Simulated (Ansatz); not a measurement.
**Density-of-states calculation of MoP (part 1 of 2)**

MoP (2 atoms in the cell), computed with DFT LC-wPBE, scalar-relativistic, plane waves, PAW, no spin polarisation (Ansatz 0.2.0).

The structure derives from an entry of the Crystallography Open Database. Figures and captions count atoms from 1; the log counts them from 0 in places.

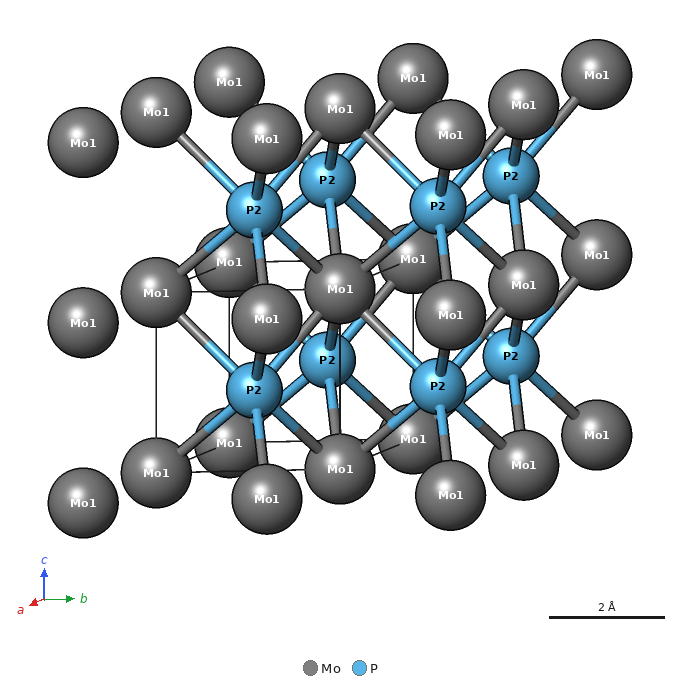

Fig. 1: The structure as given in the input (ball-and-stick view of the cell of the calculation, repeated 2 × 2 × 2, seen slightly off an axis; atoms are numbered from 1 in the order of the input). An atom can appear more than once, as a periodic image. Near neighbours in the periodic cell (some may lie outside the picture): Mo has 6 P at 2.45 Å; P has 6 Mo at 2.45 Å.

Input file
```yaml
crystal:
  lattice:
    - [3.2230017127, 0.0, 0.0]
    - [-1.6115008564, 2.7912013597, 0.0]
    - [0.0, 0.0, 3.1910016429]
  atoms:
    - { symbol: Mo, position: [0.0, 0.0, 0.0] }
    - { symbol: P, position: [0.3333333333, 0.6666666667, 0.5] }
basis:
  ecutwfc: 420
  ecutrho_ratio: 4
kpoints:
  mp_grid: { grid: [6, 6, 6] }
hamiltonian:
  xc: lc_wpbe
scf:
  occupations: { method: gaussian, width: 0.05 }
  n_extra_bands: 9
output:
  forces: true
  stress: true
  eigenvalues: true
  populations: true
  dos: { projected: true, de: 0.02 }
```

Machine: 4 threads of Arm Neoverse V2, 24 GiB of memory available, shared host.

Launch command:
```bash
ansatz run input.yaml --threads 4 --pin off --max-ram 8192MiB --backend cpu --events-out ev --progress --plain --runs-dir out
```

Log
```
Warning: output.stress: scf.convergence.dr2_threshold = 1e-7 eV (the SCF's general default) is looser than the 2e-10 eV advised for a printed stress (1e-10 eV for each atom of the cell: 2). What an SCF threshold leaves in a stress goes as its square root, and in the free energy as the threshold itself, and one threshold admits the most on a small cell: of the crystals measured, under no hybrid functional and no lock of the moments, on runs that ended without the residual-converged pass, on stresses that held no estimate of that error, the worst erred by over 100 MPa in a component at 1e-7 eV an atom and by under 5 at 1e-10. Set scf.convergence.dr2_threshold to 2e-10 eV or tighter. The threshold is an SCF's pass mark: one that does not reach it within its budget of iterations ends unconverged, or closes short of it on a stop that the run arms, and scf.convergence.dr2_threshold's page says what that costs each kind of run
Warning: output.stress: scf.exx.energy_threshold = 1e-6 eV is looser than the 2e-8 eV advised for a stress under a hybrid functional (1e-8 eV for each atom of the cell: 2). Every SCF of the exchange loop can meet its threshold on dr2 while the loop round them stops early: no threshold on dr2 bounds what that leaves in the stress. Set scf.exx.energy_threshold to 2e-8 eV or tighter. The threshold is the loop's pass mark: a loop that does not reach it within its budget of cycles ends unconverged, and scf.exx.energy_threshold's page has the law
scf.n_extra_bands = 9 over 10 filled bands (N_el = 19.0): the run solves 19 bands
Engine: ansatz 0.2.0, aarch64-unknown-linux-gnu
Pseudopotentials: kind: paw
Pseudopotential: Mo, paw, valence charge 14, recommended cutoff 420 eV (normal), Mo.paw.azcp
Pseudopotential: P, paw, valence charge 5, recommended cutoff 420 eV (normal), P.paw.azcp
Functional definition: LC-wPBE
  parameter omega = 0.4/bohr
  exchange = pbe_x_sr(omega) + exact_x_lr(omega)
  correlation = pbe_c
Crystal: 2 atoms, lattice volume = 28.706 Å³
Basis set: ecut = 420 eV, 551 PW (Γ), exchange–correlation on 48×48×48 points (8 copies of the dense FFT grid, shifted against one another)
Bands: 19, of which v1, the nominal top of the filled ones, is band 10 counted from 1 (9 counted from 0)
Symmetry: 12 space group operations
Space group: P-6m2 (ITA 187), of the structure as read, at distance tolerance 3.1e-5 Å
k-points: 28 of 216 (time reversal used)
Non-local potential: Mo, projectors of the file, l = 0: 3, l = 1: 2, l = 2: 2, l = 3: 1
Non-local potential: P, projectors of the file, l = 0: 2, l = 1: 2, l = 2: 2
PAW form: soft (Blöchl's): semilocal exchange-correlation on the pseudo side does not see the compensation charge
PAW frozen core: Mo, regenerated for the run's functional, and the local potential with it (the file was generated under x = pbe(κ = 0.804, μ = 0.2195149727645171), c = pbe(β = 0.06672455060314922))
PAW frozen core: P, regenerated for the run's functional, and the local potential with it (the file was generated under x = pbe(κ = 0.804, μ = 0.2195149727645171), c = pbe(β = 0.06672455060314922))
PAW one-centre angular grid: Mo, 590 points (default); XC on 64 Gauss nodes
PAW one-centre angular grid: P, 110 points (default); XC on 64 Gauss nodes
Initial density: superposition of atomic densities (neutral atoms: chi_scale 0, normalization atom), corrected by the library's trained network
Initial wavefunctions: pseudopotential atomic-orbital guess
Functional: x = pbe(κ = 0.804, μ = 0.2195149727645171), c = pbe(β = 0.06672455060314922), warm-up for x = pbe(κ = 0.804, μ = 0.2195149727645171) + 1 (exact − pbe) at long range (ω = 0.7558904498503081 Å⁻¹), c = pbe(β = 0.06672455060314922)
SCF iter   1: F=—  HF=-5713.050104 eV  |F-HF|=—  |Δ(HF+E_count)|=         —  Δρ=6.81e-3  dr2=5.30e-3  ethr=1.77e-3  ⟨swp⟩=7.4  Hψ=2423  notcnv=0
preconditioner: auto → none  [metal: Δε(μ)=0.021 eV  Ē_g=13.336 eV  σ=0.050 eV  W_gap=0.23  n_scr=8 (ndim 8)  ℏωp=23.0 eV  f_vac=0.000  D(μ)=1.20/eV (n_scr^D=8)  sad-step TF]
SCF iter   2: F=—  HF=-5713.051603 eV  |F-HF|=—  |Δ(HF+E_count)|=   1.50e-3  Δρ=3.96e-3  dr2=2.08e-3  ethr=2.79e-5  ⟨swp⟩=2.8  Hψ=951  notcnv=0  defer=11
iter 3 solved again at ethr=5.49e-8 eV; its pass at ethr=1.10e-5 eV (dr2=1.04e-5 eV) is discarded
SCF iter   3: F=—  HF=-5713.052271 eV  |F-HF|=—  |Δ(HF+E_count)|=   6.68e-4  Δρ=2.02e-4  dr2=1.00e-5  ethr=5.49e-8  ⟨swp⟩=3.1  Hψ=1881  notcnv=0  defer=1
SCF iter   4: F=—  HF=-5713.052271 eV  |F-HF|=—  |Δ(HF+E_count)|=   8.53e-7  Δρ=4.82e-5  dr2=5.49e-7  ethr=5.27e-8  ⟨swp⟩=2.1  Hψ=812  notcnv=0  defer=1
SCF iter   5: F=—  HF=-5713.052271 eV  |F-HF|=—  |Δ(HF+E_count)|=   4.71e-9  Δρ=8.56e-6  dr2=1.25e-8  ethr=2.89e-9  ⟨swp⟩=2.9  Hψ=857  notcnv=0
SCF iter   6: F=-5713.052271 eV  HF=-5713.052271 eV  |F-HF|=1.27e-11  |Δ(HF+E_count)|=   1.16e-9  Δρ=1.03e-6  dr2=1.73e-10  ethr=6.57e-11  ⟨swp⟩=3.0  Hψ=925  notcnv=0
SCF 1 converged in 6 iterations: F = -5713.052271 eV  dr2 = 1.73e-10
  greatest PAW one-centre occupation: 0.998 electrons in one spin orbital (limit 2), on the Mo atom at site 0 (counted from 0), in its partial waves of l = 0
Initial density: handed on by an earlier stage of this run
Initial wavefunctions: those handed on with the density
Functional: x = pbe(κ = 0.804, μ = 0.2195149727645171) + 1 (exact − pbe) at long range (ω = 0.7558904498503081 Å⁻¹), c = pbe(β = 0.06672455060314922)
Exchange kernel: α = 0.0000 at short range, 1.0000 at long range (ω = 0.7559 Å⁻¹), several ranges, Wigner–Seitz truncation, v(0) = 11541.9907 eV·Å³, q-mesh 6×6×6, nearest image of the exchange supercell L = 19.15 Å, pair-density grid 18×18×18, without the augmentation charges, whose exchange is taken in its separable form by FFT convolution over the k-point mesh (sized by the pseudopotential files, none under that of scf.exx.ecutfock_ratio: 2, 20×20×24 at the most), smooth part of the exact exchange by density-matrix convolution
Frozen-core exchange: fock
iter 1 solved again at ethr=3.50e-4 eV; its pass at ethr=1.00e-1 eV (dr2=6.66e-2 eV) is discarded
SCF iter   1: F=—  HF=-5711.653154 eV  |F-HF|=—  |Δ(HF+E_count)|=         —  Δρ=1.41e-2  dr2=9.41e-2  ethr=3.50e-4  ⟨swp⟩=4.0  Hψ=2257  notcnv=0
preconditioner: auto → none  [insulator: Δε(μ)=0.360 eV  Ē_g=20.628 eV  σ=0.050 eV  W_gap=1.00  n_scr=8 (ndim 8)  ℏωp=23.0 eV  f_vac=0.000  D(μ)=0.00/eV (n_scr^D=0)]
SCF iter   2: F=—  HF=-5711.628765 eV  |F-HF|=—  |Δ(HF+E_count)|=   2.44e-2  Δρ=4.98e-3  dr2=2.91e-2  ethr=3.49e-4  ⟨swp⟩=3.0  Hψ=1188  notcnv=0
SCF iter   3: F=—  HF=-5711.626398 eV  |F-HF|=—  |Δ(HF+E_count)|=   2.37e-3  Δρ=2.07e-3  dr2=2.30e-2  ethr=3.58e-5  ⟨swp⟩=2.6  Hψ=1032  notcnv=0
SCF iter   4: F=—  HF=-5711.626176 eV  |F-HF|=—  |Δ(HF+E_count)|=   2.23e-4  Δρ=7.83e-4  dr2=9.74e-5  ethr=3.80e-6  ⟨swp⟩=2.0  Hψ=802  notcnv=0
SCF iter   5: F=—  HF=-5711.626143 eV  |F-HF|=—  |Δ(HF+E_count)|=   3.33e-5  Δρ=1.44e-4  dr2=3.18e-6  ethr=5.13e-7  ⟨swp⟩=2.2  Hψ=808  notcnv=0
SCF iter   6: F=-5711.626142 eV  HF=-5711.626142 eV  |F-HF|=1.30e-7  |Δ(HF+E_count)|=   9.24e-7  Δρ=1.42e-5  dr2=3.41e-8  ethr=1.67e-8  ⟨swp⟩=3.0  Hψ=1166  notcnv=0
SCF 2 converged in 6 iterations: F = -5711.626142 eV  dr2 = 3.41e-8
hybrid outer 1: dexx = +7.508e-2 eV, tail = 4.62e-2 eV
Exchange kernel: α = 0.0000 at short range, 1.0000 at long range (ω = 0.7559 Å⁻¹), several ranges, Wigner–Seitz truncation, v(0) = 11541.9907 eV·Å³, q-mesh 6×6×6, nearest image of the exchange supercell L = 19.15 Å, pair-density grid 18×18×18, without the augmentation charges, whose exchange is taken in its separable form by FFT convolution over the k-point mesh (sized by the pseudopotential files, none under that of scf.exx.ecutfock_ratio: 2, 20×20×24 at the most), smooth part of the exact exchange by density-matrix convolution
Frozen-core exchange: fock
SCF iter   1: F=—  HF=-5711.718423 eV  |F-HF|=—  |Δ(HF+E_count)|=         —  Δρ=3.19e-3  dr2=5.95e-3  ethr=1.21e-3  ⟨swp⟩=2.0  Hψ=1064  notcnv=0
preconditioner: auto → none  [insulator: Δε(μ)=1.392 eV  Ē_g=20.661 eV  σ=0.050 eV  W_gap=1.00  n_scr=8 (ndim 8)  ℏωp=23.0 eV  f_vac=0.000  D(μ)=0.00/eV (n_scr^D=0)]
SCF iter   2: F=—  HF=-5711.717488 eV  |F-HF|=—  |Δ(HF+E_count)|=   9.35e-4  Δρ=4.59e-4  dr2=3.29e-3  ethr=1.26e-5  ⟨swp⟩=3.0  Hψ=891  notcnv=0
SCF iter   3: F=—  HF=-5711.717481 eV  |F-HF|=—  |Δ(HF+E_count)|=   7.52e-6  Δρ=4.11e-5  dr2=1.53e-7  ethr=1.25e-7  ⟨swp⟩=3.0  Hψ=936  notcnv=0
SCF iter   4: F=-5711.717481 eV  HF=-5711.717481 eV  |F-HF|=1.10e-9  |Δ(HF+E_count)|=   1.63e-8  Δρ=1.00e-5  dr2=6.80e-9  ethr=8.06e-10  ⟨swp⟩=3.6  Hψ=1483  notcnv=0  defer=4
SCF 3 converged in 4 iterations: F = -5711.717481 eV  dr2 = 6.80e-9
  Residual-converged pass: ⟨swp⟩=3.0  Hψ=972  notcnv=0  max |occ|·‖R‖ = 2.3e-6 eV (tolerance 2.4e-6 eV)  dr2=6.82e-9  dr2_onsite=1.86e-9  max |Δocc| = 4.7e-94
hybrid outer 2: dexx = +6.269e-3 eV, tail = 6.70e-3 eV, Δε = 1.13e0 eV (about 6.02e-1 eV left of the loop's levels)
Exchange kernel: α = 0.0000 at short range, 1.0000 at long range (ω = 0.7559 Å⁻¹), several ranges, Wigner–Seitz truncation, v(0) = 11541.9907 eV·Å³, q-mesh 6×6×6, nearest image of the exchange supercell L = 19.15 Å, pair-density grid 18×18×18, without the augmentation charges, whose exchange is taken in its separable form by FFT convolution over the k-point mesh (sized by the pseudopotential files, none under that of scf.exx.ecutfock_ratio: 2, 20×20×24 at the most), smooth part of the exact exchange by density-matrix convolution
Frozen-core exchange: fock
SCF iter   1: F=—  HF=-5711.726435 eV  |F-HF|=—  |Δ(HF+E_count)|=         —  Δρ=1.16e-3  dr2=8.81e-4  ethr=1.76e-4  ⟨swp⟩=2.0  Hψ=1064  notcnv=0
preconditioner: auto → none  [insulator: Δε(μ)=1.349 eV  Ē_g=20.670 eV  σ=0.050 eV  W_gap=1.00  n_scr=8 (ndim 8)  ℏωp=23.0 eV  f_vac=0.000  D(μ)=0.00/eV (n_scr^D=0)]
SCF iter   2: F=—  HF=-5711.726362 eV  |F-HF|=—  |Δ(HF+E_count)|=   7.25e-5  Δρ=7.97e-5  dr2=6.50e-4  ethr=1.05e-6  ⟨swp⟩=3.0  Hψ=848  notcnv=0
SCF iter   3: F=—  HF=-5711.726362 eV  |F-HF|=—  |Δ(HF+E_count)|=   6.36e-9  Δρ=1.38e-5  dr2=1.83e-8  ethr=3.28e-9  ⟨swp⟩=3.1  Hψ=1249  notcnv=0  defer=4
SCF iter   4: F=-5711.726362 eV  HF=-5711.726362 eV  |F-HF|=8.19e-11  |Δ(HF+E_count)|=   3.95e-9  Δρ=1.45e-6  dr2=2.31e-10  ethr=9.64e-11  ⟨swp⟩=3.2  Hψ=1134  notcnv=0  defer=5
SCF 4 converged in 4 iterations: F = -5711.726362 eV  dr2 = 2.31e-10
  Residual-converged pass: ⟨swp⟩=3.0  Hψ=881  notcnv=0  max |occ|·‖R‖ = 2.4e-6 eV (tolerance 2.4e-6 eV)  dr2=2.32e-10  dr2_onsite=2.61e-11  max |Δocc| = 1.7e-90
hybrid outer 3: dexx = +1.155e-3 eV, tail = 1.34e-3 eV, Δε = 6.75e-2 eV (about 4.11e-2 eV left of the loop's levels), ΔF = 9.25e-17 eV/Å (tail 5.86e-16)
Exchange kernel: α = 0.0000 at short range, 1.0000 at long range (ω = 0.7559 Å⁻¹), several ranges, Wigner–Seitz truncation, v(0) = 11541.9907 eV·Å³, q-mesh 6×6×6, nearest image of the exchange supercell L = 19.15 Å, pair-density grid 18×18×18, without the augmentation charges, whose exchange is taken in its separable form by FFT convolution over the k-point mesh (sized by the pseudopotential files, none under that of scf.exx.ecutfock_ratio: 2, 20×20×24 at the most), smooth part of the exact exchange by density-matrix convolution
Frozen-core exchange: fock
```
